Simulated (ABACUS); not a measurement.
Run report: Pt, geometry relaxation (part 3 of 4)

Pt (Fm-3m, 1 atom in the cell); Kohn-Sham DFT of a periodic cell, r2SCAN, SG15 ONCV 1.2 PBE, no spin polarisation (ABACUS 3.10.1); cutoff 1360.57 eV, 9×9×9 k-mesh, fermi-dirac of 0.05 eV. The structure derives from an entry of the Crystallography Open Database.

Geometry of the input (Å; fractional positions):
```
0.0000  1.9609  1.9609
1.9609  0.0000  1.9609
1.9609  1.9609  0.0000
Pt 0.0000  0.0000  0.0000
```

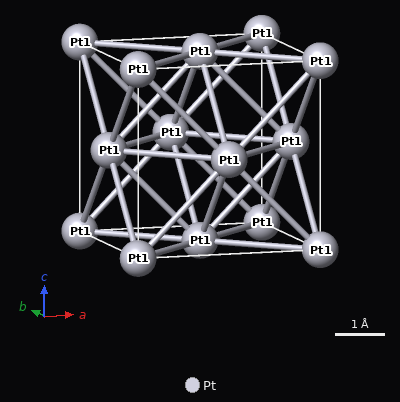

**Figure 1.** The structure as given in the input (ball-and-stick view of the cell 4 times as large as that of the calculation, set on its symmetry axes, seen slightly off an axis; atoms are numbered from 1 in the order of the input).

Log, continued
```
 Largest gradient in force is 0.000000 eV/A.
 Threshold is 0.020000 eV/A.

 Largest gradient in stress is 1.198153 kbar.
 Threshold is 0.200000 kbar.

 Relaxation is not converged yet!
CARTESIAN COORDINATES ( UNIT =       5.240458805300 Bohr ).
    atom                   x                   y                   z     mag                  vx                  vy                  vz
tauc_Pt1            0.0000000000        0.0000000000        0.0000000000  0.0000        0.0000000000        0.0000000000        0.0000000000

                          Volume (Bohr^3) = 103.496450
                             Volume (A^3) = 15.336573

 Lattice vectors: (Cartesian coordinate: in unit of a_0)
            -0.000000           +0.711098           +0.711098
            +0.711098           -0.000000           +0.711098
            +0.711098           +0.711098           +0.000000
 Reciprocal vectors: (Cartesian coordinate: in unit of 2 pi/a_0)
            -0.703138           +0.703138           +0.703138
            +0.703138           -0.703138           +0.703138
            +0.703138           +0.703138           -0.703138

 -------------------------------------------
 STEP OF RELAXATION : 5
 -------------------------------------------

[... set-up of the moved cell ...]

 LCAO ALGORITHM --------------- ION=   5  ELEC=   1--------------------------------

 Density error is 0.000093567814
----------------------------------------------------------
     Energy           Rydberg                 eV
----------------------------------------------------------
 E_KohnSham     -242.5994188535      -3300.7344278968
 E_Harris       -242.6000843094      -3300.7434818888
 E_Fermi        1.6684671711         22.7006604531
----------------------------------------------------------

[... 4 further cycles ...]
 LCAO ALGORITHM --------------- ION=   5  ELEC=   6--------------------------------

 Density error is 0.000000011193
----------------------------------------------------------
     Energy           Rydberg                 eV
----------------------------------------------------------
 E_KohnSham     -242.5994197239      -3300.7344397383
 E_KS(sigma->0) -242.5989909434      -3300.7286058809
 E_Harris       -242.5994199222      -3300.7344424360
 E_band         -11.5969328172       -157.7843656373
 E_one_elec     -60.4299642289       -822.1918434486
 E_Hartree      40.3860310936        549.4801424784
 E_xc           -23.2383349150       -316.1737668758
 E_Ewald        -199.3162941128      -2711.8373041776
 E_entropy(-TS) -0.0008575609        -0.0116677148
 E_descf        0.0000000000         0.0000000000
 E_exx          0.0000000000         0.0000000000
 E_Fermi        1.6683840062         22.6995289360
----------------------------------------------------------

 charge density convergence is achieved
 final etot is -3300.73443973825 eV
 EFERMI = 22.69952893598 eV

 STATE ENERGY(eV) AND OCCUPATIONS    NSPIN == 1
[... levels at 35 further k points ...]

 correction force for each atom along direction 1 is 0.000000
 correction force for each atom along direction 2 is 0.000000
 correction force for each atom along direction 3 is 0.000000
------------------------------------------------------------------------------------------
 TOTAL-FORCE (eV/Angstrom)
------------------------------------------------------------------------------------------
                       Pt1         0.0000000000         0.0000000000         0.0000000000
------------------------------------------------------------------------------------------

----------------------------------------------------------------
 TOTAL-STRESS (KBAR)
----------------------------------------------------------------
         2.8084871904        -0.0000000000         0.0000000000
        -0.0000000000         2.8084871904        -0.0000000000
        -0.0000000000         0.0000000000         2.8084871904
----------------------------------------------------------------
 TOTAL-PRESSURE: 2.808487 KBAR

 Largest gradient in force is 0.000000 eV/A.
 Threshold is 0.020000 eV/A.

 Largest gradient in stress is 2.808487 kbar.
 Threshold is 0.200000 kbar.

 Relaxation is not converged yet!
CARTESIAN COORDINATES ( UNIT =       5.240458805300 Bohr ).
    atom                   x                   y                   z     mag                  vx                  vy                  vz
tauc_Pt1            0.0000000000        0.0000000000        0.0000000000  0.0000        0.0000000000        0.0000000000        0.0000000000

                          Volume (Bohr^3) = 103.569384
                             Volume (A^3) = 15.347381

 Lattice vectors: (Cartesian coordinate: in unit of a_0)
            -0.000000           +0.711265           +0.711265
            +0.711265           -0.000000           +0.711265
            +0.711265           +0.711265           +0.000000
 Reciprocal vectors: (Cartesian coordinate: in unit of 2 pi/a_0)
            -0.702973           +0.702973           +0.702973
            +0.702973           -0.702973           +0.702973
            +0.702973           +0.702973           -0.702973

 -------------------------------------------
 STEP OF RELAXATION : 6
 -------------------------------------------

[... set-up of the moved cell ...]

 LCAO ALGORITHM --------------- ION=   6  ELEC=   1--------------------------------

 Density error is 0.000070805813
----------------------------------------------------------
     Energy           Rydberg                 eV
----------------------------------------------------------
 E_KohnSham     -242.5994201477      -3300.7344455052
 E_Harris       -242.5980802102      -3300.7162147204
 E_Fermi        1.6667215336         22.6769098368
----------------------------------------------------------

[... 3 further cycles ...]
 LCAO ALGORITHM --------------- ION=   6  ELEC=   5--------------------------------

 Density error is 0.000000056395
----------------------------------------------------------
     Energy           Rydberg                 eV
----------------------------------------------------------
 E_KohnSham     -242.5994203766      -3300.7344486195
 E_KS(sigma->0) -242.5989908722      -3300.7286049115
 E_Harris       -242.5994173906      -3300.7344079925
 E_band         -11.6208956399       -158.1103965657
 E_one_elec     -60.5000518760       -823.1454348096
 E_Hartree      40.4085365036        549.7863442895
 E_xc           -23.2375490452       -316.1630745691
 E_Ewald        -199.2694969501      -2711.2005961145
 E_entropy(-TS) -0.0008590089        -0.0116874158
 E_descf        0.0000000000         0.0000000000
 E_exx          0.0000000000         0.0000000000
 E_Fermi        1.6667918483         22.6778665165
----------------------------------------------------------

 charge density convergence is achieved
 final etot is -3300.73444861945 eV
 EFERMI = 22.67786651652 eV

 STATE ENERGY(eV) AND OCCUPATIONS    NSPIN == 1
[... levels at 35 further k points ...]

 correction force for each atom along direction 1 is 0.000000
 correction force for each atom along direction 2 is -0.000000
 correction force for each atom along direction 3 is 0.000000
------------------------------------------------------------------------------------------
 TOTAL-FORCE (eV/Angstrom)
------------------------------------------------------------------------------------------
                       Pt1         0.0000000000         0.0000000000         0.0000000000
------------------------------------------------------------------------------------------

----------------------------------------------------------------
 TOTAL-STRESS (KBAR)
----------------------------------------------------------------
         0.8806946080        -0.0000000000        -0.0000000000
         0.0000000000         0.8806946080        -0.0000000000
        -0.0000000000        -0.0000000000         0.8806946080
----------------------------------------------------------------
 TOTAL-PRESSURE: 0.880695 KBAR

 Largest gradient in force is 0.000000 eV/A.
 Threshold is 0.020000 eV/A.

 Largest gradient in stress is 0.880695 kbar.
 Threshold is 0.200000 kbar.

 Relaxation is not converged yet!
CARTESIAN COORDINATES ( UNIT =       5.240458805300 Bohr ).
    atom                   x                   y                   z     mag                  vx                  vy                  vz
tauc_Pt1            0.0000000000        0.0000000000        0.0000000000  0.0000        0.0000000000        0.0000000000        0.0000000000

                          Volume (Bohr^3) = 103.670229
                             Volume (A^3) = 15.362325

 Lattice vectors: (Cartesian coordinate: in unit of a_0)
            -0.000000           +0.711495           +0.711495
            +0.711495           -0.000000           +0.711495
            +0.711495           +0.711495           +0.000000
 Reciprocal vectors: (Cartesian coordinate: in unit of 2 pi/a_0)
            -0.702745           +0.702745           +0.702745
            +0.702745           -0.702745           +0.702745
            +0.702745           +0.702745           -0.702745

 -------------------------------------------
 STEP OF RELAXATION : 7
 -------------------------------------------

[... set-up of the moved cell ...]

 LCAO ALGORITHM --------------- ION=   7  ELEC=   1--------------------------------

 Density error is 0.000051237315
----------------------------------------------------------
     Energy           Rydberg                 eV
----------------------------------------------------------
 E_KohnSham     -242.5994192456      -3300.7344332309
 E_Harris       -242.5994103349      -3300.7343119949
 E_Fermi        1.6645549893         22.6474324884
----------------------------------------------------------

[... 4 further cycles ...]
 LCAO ALGORITHM --------------- ION=   7  ELEC=   6--------------------------------

 Density error is 0.000000022266
----------------------------------------------------------
     Energy           Rydberg                 eV
----------------------------------------------------------
 E_KohnSham     -242.5994196180      -3300.7344382979
 E_KS(sigma->0) -242.5989891123      -3300.7285809667
 E_Harris       -242.5994179842      -3300.7344160684
 E_band         -11.6539697141       -158.5603924314
 E_one_elec     -60.5968669574       -824.4626715686
 E_Hartree      40.4396361178        550.2094762490
 E_xc           -23.2364649970       -316.1483253370
 E_Ewald        -199.2048627699      -2710.3212029787
 E_entropy(-TS) -0.0008610115        -0.0117146625
 E_descf        0.0000000000         0.0000000000
 E_exx          0.0000000000         0.0000000000
 E_Fermi        1.6645942661         22.6479668764
----------------------------------------------------------

 charge density convergence is achieved
 final etot is -3300.73443829792 eV
 EFERMI = 22.64796687641 eV

 STATE ENERGY(eV) AND OCCUPATIONS    NSPIN == 1
[... levels at 35 further k points ...]

 correction force for each atom along direction 1 is 0.000000
 correction force for each atom along direction 2 is 0.000000
 correction force for each atom along direction 3 is 0.000000
------------------------------------------------------------------------------------------
 TOTAL-FORCE (eV/Angstrom)
------------------------------------------------------------------------------------------
                       Pt1         0.0000000000         0.0000000000         0.0000000000
------------------------------------------------------------------------------------------

----------------------------------------------------------------
 TOTAL-STRESS (KBAR)
----------------------------------------------------------------
        -1.7725131818        -0.0000000000         0.0000000000
         0.0000000000        -1.7725131818         0.0000000000
        -0.0000000000        -0.0000000000        -1.7725131818
----------------------------------------------------------------
 TOTAL-PRESSURE: -1.772513 KBAR

 Largest gradient in force is 0.000000 eV/A.
 Threshold is 0.020000 eV/A.

 Largest gradient in stress is 1.772513 kbar.
 Threshold is 0.200000 kbar.

 Relaxation is not converged yet!
CARTESIAN COORDINATES ( UNIT =       5.240458805300 Bohr ).
    atom                   x                   y                   z     mag                  vx                  vy                  vz
tauc_Pt1            0.0000000000        0.0000000000        0.0000000000  0.0000        0.0000000000        0.0000000000        0.0000000000

                          Volume (Bohr^3) = 103.602829
                             Volume (A^3) = 15.352337

 Lattice vectors: (Cartesian coordinate: in unit of a_0)
            -0.000000           +0.711341           +0.711341
            +0.711341           -0.000000           +0.711341
            +0.711341           +0.711341           +0.000000
 Reciprocal vectors: (Cartesian coordinate: in unit of 2 pi/a_0)
            -0.702898           +0.702898           +0.702898
            +0.702898           -0.702898           +0.702898
            +0.702898           +0.702898           -0.702898

 -------------------------------------------
 STEP OF RELAXATION : 8
 -------------------------------------------

[... set-up of the moved cell ...]

 LCAO ALGORITHM --------------- ION=   8  ELEC=   1--------------------------------

 Density error is 0.000058609114
----------------------------------------------------------
     Energy           Rydberg                 eV
----------------------------------------------------------
 E_KohnSham     -242.5994201511      -3300.7344455516
 E_Harris       -242.6003938417      -3300.7476932909
 E_Fermi        1.6661200224         22.6687258561
----------------------------------------------------------

[... 3 further cycles ...]
 LCAO ALGORITHM --------------- ION=   8  ELEC=   5--------------------------------

 Density error is 0.000000063916
----------------------------------------------------------
     Energy           Rydberg                 eV
----------------------------------------------------------
 E_KohnSham     -242.5994203387      -3300.7344481031
 E_KS(sigma->0) -242.5989905021      -3300.7285998766
 E_Harris       -242.5994242868      -3300.7345018204
 E_band         -11.6318676069       -158.2596778354
 E_one_elec     -60.5321709946       -823.5824378367
 E_Hartree      40.4188510763        549.9266812506
 E_xc           -23.2371888960       -316.1581744881
 E_Ewald        -199.2480518512      -2710.9088205759
 E_entropy(-TS) -0.0008596731        -0.0116964530
 E_descf        0.0000000000         0.0000000000
 E_exx          0.0000000000         0.0000000000
 E_Fermi        1.6660626842         22.6679457305
----------------------------------------------------------

 charge density convergence is achieved
 final etot is -3300.73444810310 eV
 EFERMI = 22.66794573050 eV

 STATE ENERGY(eV) AND OCCUPATIONS    NSPIN == 1
 1/35 kpoint (Cartesian) = 0.00000 0.00000 0.00000 (438 pws)
       1     -78.730954       0.002743
       2     -31.547321       0.002743
       3     -31.547321       0.002743
       4     -31.547321       0.002743
       5      12.171668       0.002743
       6      18.834490       0.002743
       7      18.834490       0.002743
       8      18.834490       0.002743
       9      20.967551       0.002743
      10      20.967551       0.002743
      11      38.141278       0.000000
      12      43.295576       0.000000
      13      43.295576       0.000000

 2/35 kpoint (Cartesian) = 0.07810 0.07810 0.07810 (435 pws)
       1     -78.727112       0.021948
       2     -31.603705       0.021948
       3     -31.555437       0.021948
       4     -31.555437       0.021948
       5      12.674269       0.021948
       6      18.628728       0.021948
       7      19.016660       0.021948
       8      19.016660       0.021948
       9      20.875768       0.021948
      10      20.875768       0.021948
      11      38.894273       0.000000
      12      41.327248       0.000000
      13      44.101190       0.000000

 3/35 kpoint (Cartesian) = 0.15620 0.15620 0.15620 (434 pws)
       1     -78.717377       0.021948
       2     -31.744962       0.021948
       3     -31.575934       0.021948
       4     -31.575934       0.021948
       5      13.947589       0.021948
       6      18.405397       0.021948
       7      19.221036       0.021948
       8      19.221036       0.021948
       9      21.006300       0.021948
      10      21.006300       0.021948
      11      37.629348       0.000000
      12      40.023523       0.000000
      13      46.112793       0.000000

 4/35 kpoint (Cartesian) = 0.23430 0.23430 0.23430 (439 pws)
       1     -78.706331       0.021948
       2     -31.902982       0.021948
       3     -31.599148       0.021948
       4     -31.599148       0.021948
       5      14.990235       0.021948
       6      19.010021       0.021948
       7      19.010021       0.021948
       8      19.363197       0.021948
       9      21.805813       0.021948
      10      21.805813       0.021948
      11      33.337253       0.000000
      12      39.096186       0.000000
      13      44.816359       0.000000

 5/35 kpoint (Cartesian) = 0.31240 0.31240 0.31240 (441 pws)
       1     -78.699012       0.021948
       2     -32.004648       0.021948
       3     -31.614247       0.021948
       4     -31.614247       0.021948
       5      15.173879       0.021948
       6      18.775611       0.021948
       7      18.775611       0.021948
       8      21.715091       0.021948
       9      22.575693       0.018953
      10      22.575693       0.018953
      11      29.341337       0.000000
      12      38.134832       0.000000
      13      42.623813       0.000000

 6/35 kpoint (Cartesian) = 0.00000 0.00000 0.15620 (435 pws)
       1     -78.725830       0.016461
       2     -31.602002       0.016461
       3     -31.568326       0.016461
       4     -31.568326       0.016461
       5      12.844938       0.016461
       6      18.410108       0.016461
       7      19.179214       0.016461
       8      19.179214       0.016461
       9      20.501464       0.016461
      10      21.136846       0.016461
      11      39.202224       0.000000
      12      42.280558       0.000000
      13      43.285086       0.000000

[... levels at 29 further k points ...]

 correction force for each atom along direction 1 is 0.000000
 correction force for each atom along direction 2 is 0.000000
 correction force for each atom along direction 3 is 0.000000
------------------------------------------------------------------------------------------
 TOTAL-FORCE (eV/Angstrom)
------------------------------------------------------------------------------------------
                       Pt1         0.0000000000         0.0000000000         0.0000000000
------------------------------------------------------------------------------------------

----------------------------------------------------------------
 TOTAL-STRESS (KBAR)
----------------------------------------------------------------
        -0.0012795094         0.0000000000         0.0000000000
         0.0000000000        -0.0012795094        -0.0000000000
         0.0000000000         0.0000000000        -0.0012795094
----------------------------------------------------------------
 TOTAL-PRESSURE: -0.001280 KBAR

 Largest gradient in force is 0.000000 eV/A.
 Threshold is 0.020000 eV/A.

 Largest gradient in stress is 0.001280 kbar.
 Threshold is 0.200000 kbar.

 Relaxation is converged!

 --------------------------------------------
 !FINAL_ETOT_IS -3300.7344481031009309 eV
 --------------------------------------------
```

File mulliken.txt
```
 7
CALCULATE THE MULLIkEN ANALYSIS FOR EACH ATOM
 Total charge:	18
Decomposed Mulliken populations
0                             Zeta of Pt              Spin 1
s                                      0              1.9868
s                                      1              0.7856
s                                      2             -0.0381
SUM OVER M+Zeta                                       2.7344

pz                                     0              2.0025
px                                     0              2.0021
py                                     0              2.0037
SUM OVER M                                            6.0083
pz                                     1              0.2631
px                                     1              0.1682
py                                     1              0.1734
SUM OVER M                                            0.6047
SUM OVER M+Zeta                                       6.6130
```
